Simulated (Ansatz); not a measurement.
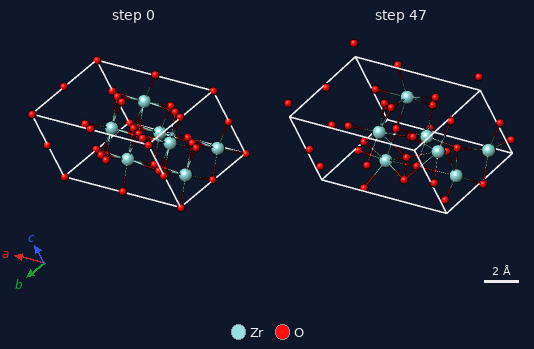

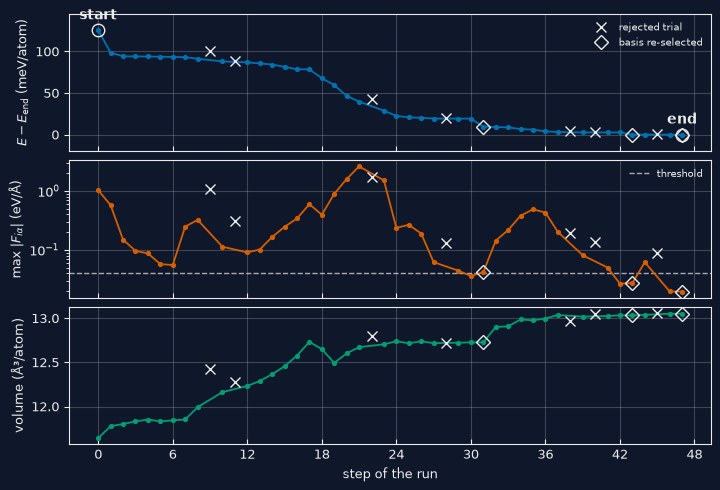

First and last geometry of a relaxation of solid Zr7O16 (a generated structure, set up in P1) (coarse preliminary run), with the history of the run. Style: ball-and-stick. Shown: the cell of the calculation, reduced to other axes (origin shifted), from a free direction. Lengths and directions refer to the drawn axes.

Case: 1 of 8 Zr atoms taken out at random.

Computed with Ansatz 0.2.0, DFT PBE, scalar-relativistic, plane waves, PAW. (plane-wave cutoff 420 eV; k-point mesh 2 × 2 × 2; occupations gaussian; smearing width 0.1 eV; mesh shifted by (0.5, 0.5, 0.5); no spin polarisation; cell and atoms relaxed; force threshold 0.04 eV/Å; at most 50 steps)

Did the run converge, and what did it change?

Answer. It converged. Over 37 accepted moves (47 points after the start) the energy falls by 125 meV per atom. Largest force component: 1 eV/Å at the start, 0.02 eV/Å at the end. Pressure: −1.86 GPa at the start and −0.01 GPa at the end. The line search rejected the trial steps at points 9, 11, 22, 28, 38, 40, 45 of the run. At 3 points the geometry stayed and the basis and grid were re-selected for the new cell (energy shift of 9.7 meV per atom at most each time). The atom that moves furthest relative to the cell is an O atom (1.40 Å roughly along [−2 3 −2]). Largest moves by element: O 1.40 Å, Zr 0.52 Å. The volume changes by +12.1 %, with a 7.235 → 7.722 Å (+6.7 %), b 7.235 → 7.370 Å (+1.9 %), c 7.235 → 6.990 Å (−3.4 %), α 60.0° → 63.9°, β 60.0° → 61.8°, γ 60.0° → 63.5°. Near-neighbour distances that change, for instance: O–Zr 2.144 → 4.036 Å, O–Zr 2.228 → 3.907 Å, O–Zr 2.256 → 3.799 Å, O–Zr 2.201 → 3.645 Å. Bonds break: O–Zr (2.13 → 3.24 Å), O–Zr (2.14 → 4.04 Å), O–Zr (2.16 → 3.60 Å), O–Zr (2.20 → 3.65 Å). Bond angles that change, for instance: O–Zr–O 177.1° → 124.5°, Zr–O–Zr 110.2° → 158.9°, Zr–O–Zr 108.9° → 156.7°. The space group stays P1 (No. 1). The run took 6.3 min on 4 threads of Intel(R) Xeon(R) Platinum 8259CL CPU @ 2.50GHz (Skylake/Cascade Lake), on a shared host, peak memory 1.1 GiB.
